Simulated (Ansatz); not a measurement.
## GaN (P6_3mc): spin-orbit coupling beyond the local functionals

How far does spin-orbit coupling move the gap of GaN (P6_3mc)?

Main program and level: Ansatz 0.2.0; density functionals with and without spin-orbit coupling, plane waves, PAW.

The database entry behind the starting cell has ideal inner coordinates that were not refined, so it need not match the best structure at ambient conditions.

## Step 1: The structure

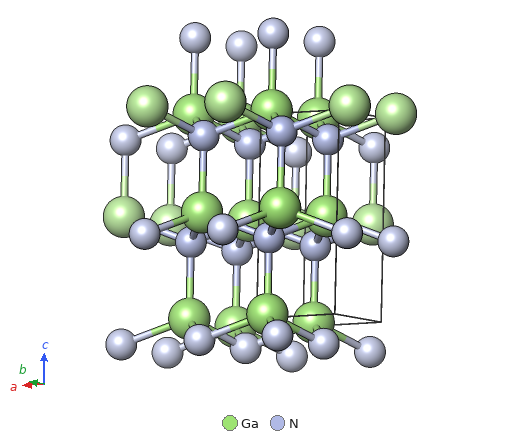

Start, viewed from a free direction; gallium green, nitrogen light blue. 2×2×1 cells are drawn. Some periodic images of atoms are drawn too.

Coordinates:

```cif
data_structure
_symmetry_space_group_name_H-M 'P6_3mc'
_symmetry_Int_Tables_number 186
_cell_length_a 3.1900
_cell_length_b 3.1900
_cell_length_c 5.1890
_cell_angle_alpha 90.000
_cell_angle_beta 90.000
_cell_angle_gamma 120.000
_cell_volume 45.73
loop_
_atom_site_label
_atom_site_type_symbol
_atom_site_symmetry_multiplicity
_atom_site_Wyckoff_symbol
_atom_site_fract_x
_atom_site_fract_y
_atom_site_fract_z
_atom_site_occupancy
Ga1 Ga 2 b 0.66667 0.33333 0.00000 1
N1 N 2 b 0.66667 0.33333 0.37500 1
```

The cell and positions come from the Crystallography Open Database and are kept as given unless a step says otherwise. The default PAW set here is soft_1. Its files were made with PBE.

## Step 2: HSE06, 6×6×2 mesh

This step: DFT, HSE06, plane waves, PAW.

input.yaml

```yaml
crystal:
  lattice:
    - [3.19, 0.0, 0.0]
    - [-1.595, 2.7626210381, 0.0]
    - [0.0, 0.0, 5.189]
  atoms:
    - { symbol: Ga, position: [0.6666666667, 0.3333333333, 0.0] }
    - { symbol: Ga, position: [0.3333333333, 0.6666666667, 0.5] }
    - { symbol: "N", position: [0.6666666667, 0.3333333333, 0.375] }
    - { symbol: "N", position: [0.3333333333, 0.6666666667, 0.875] }
kpoints:
  mp_grid: { grid: [6, 6, 2] }
  band_path:
    path:
      - [0.0, 0.0, 0.0]
      - [0.5, 0.0, 0.0]
      - [0.33333333, 0.33333333, 0.0]
      - [0.0, 0.0, 0.5]
      - [0.5, 0.0, 0.5]
      - [0.33333333, 0.33333333, 0.5]
    npoints: 1
hamiltonian:
  xc: hse06
  pseudopotentials: { kind: paw, azcp: { folder: "./paw" } }
scf:
  occupations: { method: fixed }
  n_extra_bands: 5
output:
  eigenvalues: true
```

Command:

```sh
ansatz run input.yaml --threads 3 --pin off --max-ram 92160MiB --backend cuda --events-out ev --progress --plain --runs-dir out --devices 1 --max-vram 13GiB
```

Numbers of over 12 decimals in the logs are rounded to 6 here.

What it wrote:

```text
scf.n_extra_bands = 5 over 18 filled bands (N_el = 36.0): the run solves 23 bands
exact exchange: scf.exx.singularity resolves to wigner_seitz, which cuts the screened interaction at the faces of the exchange supercell's Wigner-Seitz cell, so that each pair interacts once, at the shortest of its separations (the periodic images that this leaves out come, for a point-like exchange hole, to about 0.002 eV on a filled level). The cut falls within the interaction's reach, and what an exchange supercel [...]
GPUs: using 1 of 1 available (devices: 1).
Engine: ansatz 0.2.0, x86_64-unknown-linux-gnu
Pseudopotentials: kind: paw
Pseudopotential: Ga, paw, valence charge 13, recommended cutoff 420 eV (normal), <dir>
Pseudopotential: N, paw, valence charge 5, recommended cutoff 420 eV (normal), <dir>
Functional definition: HSE06
  parameter a = 0.25
  parameter omega = 0.11/bohr
  exchange = pbe_x - a*pbe_x_sr(omega) + a*exact_x_sr(omega)
  correlation = pbe_c
davidson cushion auto → on  (no smearing: the cushion is to keep the highest requested band from converging to the state above it; pin scf.eigensolver.cushion to override)
device memory: the entry about to start is reckoned to put 0.6 GiB on a device that reports 67.3 GiB free (of which the cap on the GPU budget leaves the run 13.0 GiB)
GPU FFT provider: cuFFT
GPU libraries: cuBLAS 13.8.2, cuFFT 12.4.0, cuSOLVER 12.3.4
Crystal: 4 atoms, lattice volume = 45.729 Å³
Basis set: ecut = 420 eV, 917 PW (Γ)
Bands: 23, of which v1, the nominal top of the filled ones, is band 18 counted from 1 (17 counted from 0)
Symmetry: 12 space group operations
Space group: P63mc (ITA 186), of the structure as read, at distance tolerance 3.6e-5 Å
k-points: 14 of 72
Non-local potential: Ga, projectors of the file, l = 0: 2, l = 1: 2, l = 2: 3, l = 3: 1
Non-local potential: N, projectors of the file, l = 0: 2, l = 1: 2, l = 2: 1
PAW form: soft (Blöchl's): semilocal exchange-correlation on the pseudo side does not see the compensation charge
PAW frozen core: Ga, regenerated for the run's functional, and the local potential with it (the file was generated under x = pbe(κ = 0.804, μ = 0.219515), c = pbe(β = 0.066725))
PAW frozen core: N, regenerated for the run's functional, and the local potential with it (the file was generated under x = pbe(κ = 0.804, μ = 0.219515), c = pbe(β = 0.066725))
PAW one-centre angular grid: Ga, 590 points (default); XC on 64 Gauss nodes
PAW one-centre angular grid: N, 110 points (default); XC on 64 Gauss nodes
Initial density: superposition of atomic densities (chi_scale 0.1, normalization cell, long waves kept (reshape's long-wave potential 0.00 eV rms))
Initial wavefunctions: pseudopotential atomic-orbital guess
GPU buffer pool allocated for 20736 grid points (all kernels)
[...]
Frozen-core exchange: fock
SCF iter   1: F=—  HF=-8336.815961 eV  |F-HF|=—  |Δ(HF+E_count)|=         —  Δρ=8.77e-5  dr2=3.48e-6  ethr=1.18e-6  ⟨swp⟩=3.1  Hψ=785  notcnv=0
preconditioner: auto → none  [insulator: Δε(μ)=3.152 eV  Ē_g=20.185 eV  n_scr=22 (ndim 8)  ℏωp=32.9 eV  f_vac=0.012]
iter 2 solved again at ethr=1.45e-10 eV; its pass at ethr=7.27e-9 eV (dr2=5.23e-8 eV) is discarded
SCF iter   2: F=—  HF=-8336.815962 eV  |F-HF|=—  |Δ(HF+E_count)|=   1.19e-6  Δρ=1.66e-5  dr2=2.24e-7  ethr=1.45e-10  ⟨swp⟩=2.5  Hψ=1921  notcnv=0
SCF iter   3: F=-8336.815964 eV  HF=-8336.815964 eV  |F-HF|=5.33e-8  |Δ(HF+E_count)|=   1.38e-6  Δρ=1.13e-5  dr2=3.16e-8  ethr=1.43e-10  ⟨swp⟩=5.3  Hψ=1364  notcnv=0
SCF 3 converged in 3 iterations: F = -8336.815964 eV  dr2 = 3.16e-8
hybrid outer 2: dexx = +1.155e-6 eV, tail = 1.73e-7 eV, Δε = 2.99e-3 eV (about 1.75e-4 eV left of the loop's levels)
the search or the solves at the SCF's close seem to have found levels that the self-consistency loop had missed (the run counts 2). By its estimate they hold under 1e-12 electrons; where the run keeps them, the occupations were computed again with them
device memory: the entry about to start is reckoned to put 0.4 GiB on a device that reports 71.3 GiB free (of which the cap on the GPU budget leaves the run 13.0 GiB)
NSCF: frozen V_eff on 6 k-points
hybrid SCF converged: 2 outer / 8 inner (+5 warm-up), last move |dexx| = 1.16e-6 eV, tail = 1.73e-7 eV
Stability not checked: this state was not tested for a lower state beside it, because the functional holds exact exchange (a hybrid, or Hartree-Fock), whose exchange loop this test does not read (fock_operator; see scf.lower_state_search)
Free energy (F): -8336.815963 eV
Frozen-core exchange: fock
Harris-Foulkes:  -8336.815963 eV  (|F-HF|=5.33e-8)
Internal energy: -8336.815963 eV  (E = F + TS)
E sigma→0 (E₀):  -8336.815963 eV
Fermi energy:    8.849467 eV
--- Per-component energies (eV) ---
  E_band       = -92.980833
  E_kinetic    = 480.330513
  E_local      = -2840.061151  (includes V_loc(G=0)·N_el)
  E_nonlocal   = -109.497223
  E_hartree    = 1804.330954
  E_xc         = -196.901163
  E_vxc        = -209.190204  (∫ρ·V_xc dr)
  E_exx        = -124.005004  (= α·E_x^exact, valence–valence)
  E_paw        = -4178.686046  (= ΣΔE_a)
  E_vpaw       = -775.222659  (= ΣTr[D̂ρ^β])
  E_aug_tail   = 0.001495  (compensation charges beyond the density's cutoff)
  E_ewald      = -3172.508547
  E_core_change = 0.180208  (= ΣΔE_core)
  E_smearing   = -0.000000  (= −TS)
  E_closure    = -0.000000  (closes the sum)
  Σ components = -8336.815963   (vs F -8336.815963, Δ=0.00e0)
--- Band table (eV; the first three rows and the last of 14) ---
  k-point 0: bands = [... 14 lower, 7.7173, 8.7780, 8.8495, 8.8495, 12.0015, 14.5162, 19.7869, 20.3017, ... 1 higher]
  k-point 1: bands = [... 14 lower, 8.2672, 8.2672, 8.2672, 8.2672, 14.4773, 14.4773, 18.9192, 18.9192, ... 1 higher]
  k-point 2: bands = [... 14 lower, 7.0698, 7.1747, 8.4731, 8.5935, 13.5559, 15.8704, 18.5319, 19.3175, ... 1 higher]
  k-point 13: bands = [... 14 lower, 4.3611, 4.3611, 7.2479, 7.2479, 16.7286, 16.7286, 17.5260, 17.5260, ... 1 higher]
```

Wall time 25 s (1 × NVIDIA H100 80GB HBM3 (shared by 6 runs) with 3 threads of AMD EPYC 7R13 (Zen 3), shared host); peak memory 1.2 GiB.

In the SCF lines HF is the Harris–Foulkes energy and dr2 the Hartree energy of the density residual, in eV; the loop may stop once dr2 is under the threshold and the program's other checks hold. Hψ counts applications of the Hamiltonian.

Numbers from this step:

```yaml
gap: 3.152 eV
valence_top_at: Γ
conduction_bottom_at: Γ
least_direct_gap: 3.152 eV
exact_exchange_fraction: 0.25
```

The gap is direct, at Γ.

## Step 3: HSE06+SOC, 6×6×2 mesh

The many-body steps leave out spin-orbit coupling, so its effect is taken from a two-component run, with twice the bands.

This step: DFT, HSE06 with spin-orbit coupling, plane waves, PAW.

input.yaml: that of step 2 with these lines changed.

```diff
@@ -23,6 +23,9 @@
   xc: hse06
-  pseudopotentials: { kind: paw, azcp: { folder: "./paw" } }
+  pseudopotentials: { kind: paw_fr, azcp: { folder: "./paw" } }
 scf:
   occupations: { method: fixed }
-  n_extra_bands: 5
+  n_extra_bands: 10
+magnetization:
+  noncollinear: true
+  spin_orbit: true
 output:
```

What it wrote:

```text
[...]
GPUs: using 1 of 1 available (devices: 1).
[...]
non-collinear run that drives no moment, with spin-orbit: no starting moment large enough to seed its density (crystal.atoms[].spin), no starting occupations that ask for one, no magnetisation constraint and no magnetic field, so the semilocal B_xc is pinned to zero
[...]
GPU FFT provider: cuFFT
GPU libraries: cuBLAS 13.8.2, cuFFT 12.4.0, cuSOLVER 12.3.4
Crystal: 4 atoms, lattice volume = 45.729 Å³
Basis set: ecut = 420 eV, 917 PW (Γ)
Bands: 46, of which v1, the nominal top of the filled ones, is band 36 counted from 1 (35 counted from 0)
Symmetry: 12 space group operations + 12 with time reversal
[...]
k-points: 14 of 72
Projection manifold: j_resolved (fully-relativistic pseudo-atomic orbitals)
[...]
GPU buffer pool allocated for 20736 grid points (all kernels)
[...]
SCF iter   1: F=—  HF=-8337.288698 eV  |F-HF|=—  |Δ(HF+E_count)|=         —  Δρ=1.13e-1  dr2=5.09e0  dr2_m=0.00e0 (ungated)  ethr=1.00e-1  |M|=0.00e0 ∫|m|=0.00e0 μB  |m|>n=0.0e0 m-floor=0.0e0 τ_xc=0.0e0  β_m=0.30  ⟨swp⟩=3.9  Hψ=2379  notcnv=0
[...]
SCF iter   5: F=-8335.989497 eV  HF=-8335.989428 eV  |F-HF|=6.85e-5  |Δ(HF+E_count)|=   1.58e-3  Δρ=1.18e-3  dr2=2.91e-4  dr2_m=0.00e0 (ungated)  ethr=7.50e-6  |M|=0.00e0 ∫|m|=0.00e0 μB  |m|>n=0.0e0 m-floor=0.0e0 τ_xc=0.0e0  ⟨swp⟩=4.0  Hψ=2022  notcnv=0
SCF 1 stopped early in 5 iterations: F = -8335.989497 eV  dr2 = 2.91e-4
[...]
GPU FFT provider: cuFFT
GPU libraries: cuBLAS 13.8.2, cuFFT 12.4.0, cuSOLVER 12.3.4
Projection manifold: j_resolved (fully-relativistic pseudo-atomic orbitals)
[...]
GPU buffer pool allocated for 20736 grid points (all kernels)
[...]
Frozen-core exchange: fock
SCF iter   1: F=—  HF=-8335.617605 eV  |F-HF|=—  |Δ(HF+E_count)|=         —  Δρ=1.86e-2  dr2=6.17e-2  dr2_m=0.00e0 (ungated)  ethr=8.07e-6  |M|=0.00e0 ∫|m|=0.00e0 μB  |m|>n=0.0e0 m-floor=0.0e0 τ_xc=0.0e0  β_m=0.30  ⟨swp⟩=7.1  Hψ=3283  notcnv=0
[...]
SCF iter   6: F=-8335.604070 eV  HF=-8335.604070 eV  |F-HF|=7.29e-8  |Δ(HF+E_count)|=   5.32e-6  Δρ=2.79e-5  dr2=3.90e-6  dr2_m=0.00e0 (ungated)  ethr=6.38e-8  |M|=0.00e0 ∫|m|=0.00e0 μB  |m|>n=0.0e0 m-floor=0.0e0 τ_xc=0.0e0  ⟨swp⟩=3.0  Hψ=1578  notcnv=0
SCF 2 stopped early in 6 iterations: F = -8335.604070 eV  dr2 = 3.90e-6
[...]
hybrid outer 1: dexx = +1.769e-2 eV, tail = 7.28e-5 eV
GPU FFT provider: cuFFT
GPU libraries: cuBLAS 13.8.2, cuFFT 12.4.0, cuSOLVER 12.3.4
Projection manifold: j_resolved (fully-relativistic pseudo-atomic orbitals)
GPU buffer pool allocated for 20736 grid points (all kernels)
[...]
Frozen-core exchange: fock
SCF iter   1: F=—  HF=-8335.603457 eV  |F-HF|=—  |Δ(HF+E_count)|=         —  Δρ=6.21e-5  dr2=1.80e-6  dr2_m=0.00e0 (ungated)  ethr=1.01e-6  |M|=0.00e0 ∫|m|=0.00e0 μB  |m|>n=0.0e0 m-floor=0.0e0 τ_xc=0.0e0  β_m=0.30  ⟨swp⟩=3.1  Hψ=1583  notcnv=0
[...]
SCF iter   3: F=-8335.603459 eV  HF=-8335.603459 eV  |F-HF|=2.68e-8  |Δ(HF+E_count)|=   1.37e-7  Δρ=1.29e-5  dr2=3.09e-8  dr2_m=0.00e0 (ungated)  ethr=6.43e-11  |M|=0.00e0 ∫|m|=0.00e0 μB  |m|>n=0.0e0 m-floor=0.0e0 τ_xc=0.0e0  ⟨swp⟩=2.0  Hψ=3290  notcnv=0
SCF 3 converged in 3 iterations: F = -8335.603459 eV  dr2 = 3.09e-8
[...]
NSCF: frozen V_eff on 6 k-points
[...]
Magnetization: |M| = 0.0000 μB,  M = (+0.0000, +0.0000, +0.0000) μB
Absolute magnetization: 0.0000 μB (∫|m|)
  site 0: m = (+0.0000, +0.0000, +0.0000) μB, |m| = 0.0000 μB  (R = 0.80 Å)
  site 1: m = (+0.0000, +0.0000, +0.0000) μB, |m| = 0.0000 μB  (R = 0.80 Å)
  site 2: m = (+0.0000, +0.0000, +0.0000) μB, |m| = 0.0000 μB  (R = 0.80 Å)
  site 3: m = (+0.0000, +0.0000, +0.0000) μB, |m| = 0.0000 μB  (R = 0.80 Å)
Free energy (F): -8335.603459 eV
Frozen-core exchange: fock
[...]
Internal energy: -8335.603459 eV  (E = F + TS)
E sigma→0 (E₀):  -8335.603459 eV
Fermi energy:    8.855504 eV
[...]
--- Band table (eV; the first three rows and the last of 14) ---
  k-point 0: bands = [... 32 lower, 8.8448, 8.8448, 8.8555, 8.8555, 12.0010, 12.0010, 14.5156, 14.5156, ... 6 higher]
  k-point 1: bands = [... 32 lower, 8.2792, 8.2792, 8.2792, 8.2792, 14.4765, 14.4765, 14.4765, 14.4765, ... 6 higher]
  k-point 2: bands = [... 32 lower, 8.4604, 8.4838, 8.5909, 8.5969, 13.5499, 13.5606, 15.8626, 15.8767, ... 6 higher]
  k-point 13: bands = [... 32 lower, 7.2431, 7.2431, 7.2515, 7.2515, 16.7151, 16.7151, 16.7399, 16.7399, ... 6 higher]
```

Wall time 55 s (1 × NVIDIA H100 80GB HBM3 (shared by 6 runs) with 3 threads); peak memory 1.6 GiB.

This step gave:

| Quantity | Value |
| --- | --- |
| gap | 3.146 eV |
| valence top at | Γ |
| conduction bottom at | Γ |
| least direct gap | 3.146 eV |
| exact-exchange fraction | 0.25 |

The gap stands −0.01 eV against HSE06.

## Step 4: Together

Times are wall times on 1 × NVIDIA H100 80GB HBM3 (shared by 6 runs) with 3 threads of AMD EPYC 7R13 (Zen 3), shared host, good to a factor of about two.

| level | gap (eV) | with coupling (eV) | change (eV) | time | with coupling |
| --- | --- | --- | --- | --- | --- |
| HSE06 | 3.15 | 3.15 | −0.01 | 25 s | 55 s |

## Step 5: What came out

| Item | Value |
| --- | --- |
| HSE06 | 3.15 eV |
| HSE06+SOC | 3.15 eV |

Spin-orbit coupling changes the gap by −0.01 eV and the least direct gap by −0.01 eV.

[Paths, hosts, dates, memory and timing lines, banners, echoed tables and standing remarks are left out of the program output.]

[Logs are printed without paths, hosts, clocks, repeated set-up lines and the standing remarks that a program may print on its own settings, such as how far it seeks lower states.]

[Runs of the session that timed out or met a known fault of the program may be left out.]

[Cells called generated may have been cut or substituted from an entry of the Crystallography Open Database or the Materials Project.]

[Hosts, paths, dates, database ids (printed as entryN), source tags and the programs' standing remarks are cut or masked in the printed files.]
